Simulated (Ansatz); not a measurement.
```yaml
crystal:
  lattice:
    - [3.14143, 0.00000, 0.00000]
    - [-1.57072, 2.72056, 0.00000]
    - [0.00000, 0.00000, 68.43347]
  atoms:
    - { symbol: S, position: [0.33333, 0.66667, 0.10960] }
    - { symbol: Mo, position: [0.66667, 0.33333, 0.13238] }
    - { symbol: S, position: [0.33333, 0.66667, 0.15516] }
    - { symbol: S, position: [0.66667, 0.33333, 0.20150] }
    - { symbol: Mo, position: [0.33333, 0.66667, 0.22428] }
    - { symbol: S, position: [0.66667, 0.33333, 0.24707] }
    - { symbol: S, position: [0.33333, 0.66667, 0.29341] }
    - { symbol: Mo, position: [0.66667, 0.33333, 0.31619] }
    - { symbol: S, position: [0.33333, 0.66667, 0.33897] }
    - { symbol: S, position: [0.66667, 0.33333, 0.38531] }
    - { symbol: Mo, position: [0.33333, 0.66667, 0.40809] }
    - { symbol: S, position: [0.66667, 0.33333, 0.43088] }
    - { symbol: S, position: [0.33333, 0.66667, 0.47722] }
    - { symbol: Mo, position: [0.66667, 0.33333, 0.50000] }
    - { symbol: S, position: [0.33333, 0.66667, 0.52278] }
    - { symbol: S, position: [0.66667, 0.33333, 0.56912] }
    - { symbol: Mo, position: [0.33333, 0.66667, 0.59191] }
    - { symbol: S, position: [0.66667, 0.33333, 0.61469] }
    - { symbol: S, position: [0.33333, 0.66667, 0.66103] }
    - { symbol: Mo, position: [0.66667, 0.33333, 0.68381] }
    - { symbol: S, position: [0.33333, 0.66667, 0.70659] }
    - { symbol: S, position: [0.66667, 0.33333, 0.75293] }
    - { symbol: Mo, position: [0.33333, 0.66667, 0.77572] }
    - { symbol: S, position: [0.66667, 0.33333, 0.79850] }
    - { symbol: S, position: [0.33333, 0.66667, 0.84484] }
    - { symbol: Mo, position: [0.66667, 0.33333, 0.86762] }
    - { symbol: S, position: [0.33333, 0.66667, 0.89040] }
```

Changed on purpose from its base cell (repeats removed: -2); computed without spin polarisation.

Theory: DFT PBEsol, scalar-relativistic, plane waves, PAW (Ansatz).

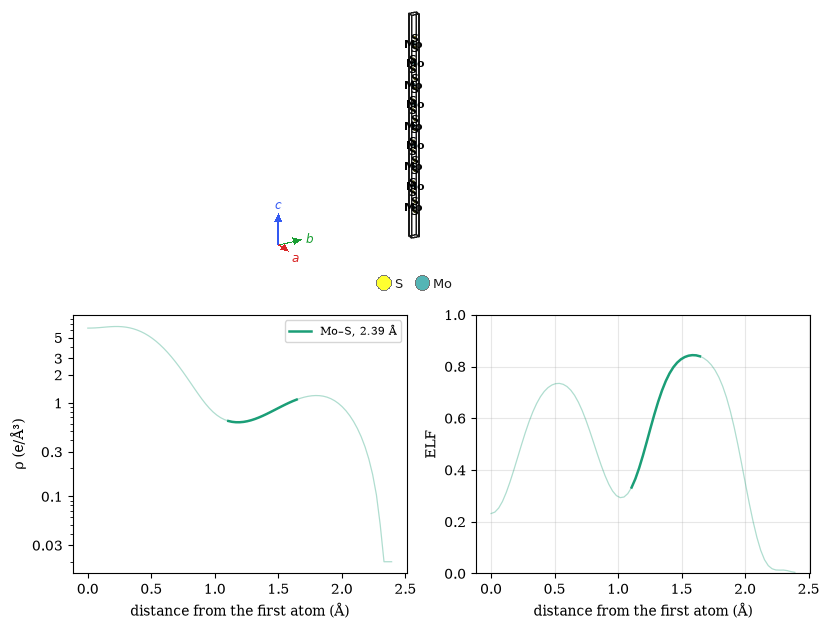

MoS₂ (slab). Valence electron density and ELF along straight lines between neighbouring atoms. Thin, pale parts lie inside the atomic spheres. The structure is drawn too.

The density is the valence pseudo-density of a PAW calculation; it isn't the true density close to the nuclei.

Q: What can be read from the curves?

A: Mo–S (2.39 Å): ρ is about 0.62 e/Å³ halfway; the ELF peaks at about 0.85 in the valence shell of S, 0.8 Å from its nucleus, and is about 0.45 at the midpoint.
